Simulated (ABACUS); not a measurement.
**Run report: MgO, geometry relaxation (part 3 of 3)**

MgO (Fm-3m, 2 atoms in the cell); Kohn-Sham DFT of a periodic cell, PBEsol, Ansatz NC PBE, no spin polarisation (ABACUS 3.10.1); cutoff 1360.57 eV, 10×10×10 k-mesh, fermi-dirac of 0.05 eV. The structure derives from a Materials Project entry.

Geometry of the input (Å; fractional positions):
```
0.0000  2.0970  2.0970
2.0970  0.0000  2.0970
2.0970  2.0970  0.0000
Mg 0.0000  0.0000  0.0000
O  0.5000  0.5000  0.5000
```

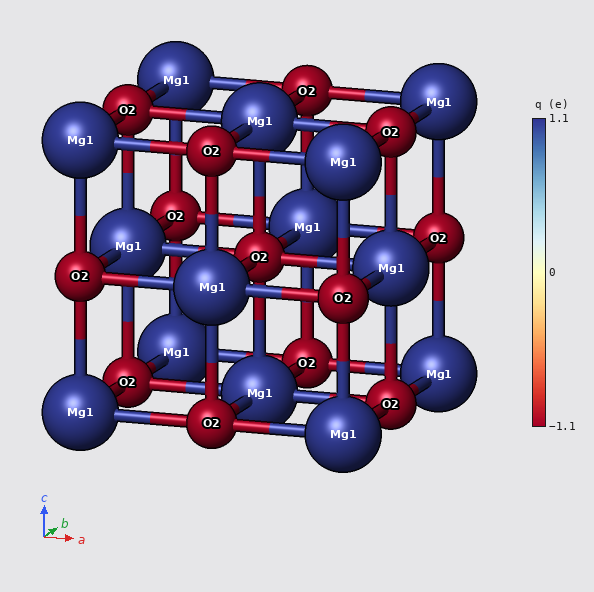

Fig. 1: Mulliken charges, as the colour of each atom (ball-and-stick view of the cell 4 times as large as that of the calculation, set on its symmetry axes, seen slightly off an axis; atoms are numbered from 1 in the order of the input). By element: Mg +1.07 and O −1.07 e.

Summary

| quantity | value |
| --- | --- |
| outcome | converged |
| space group (tolerance 0.01 Å) | Fm-3m (225) |
| electrons treated | 16 |
| free energy | −2077.8730 eV |
| Fermi energy | 10.076 eV |
| pressure | 0.07 GPa |
| final volume | 18.87 Å³ |
| largest force (length of the vector) at the end | under 0.001 eV/Å |
| final cell | a = 2.988 Å, b = 2.988 Å, c = 2.988 Å, α = 60.00°, β = 60.00°, γ = 60.00° |
| hardware | 4 threads of Intel Xeon (Sapphire Rapids), 16 GiB of memory available, shared host |
| wall time | 13 s (CPU time 51 s) |
| peak memory | 0.36 GiB |

Notes

Points of doubt noted for this run: home made orbitals.
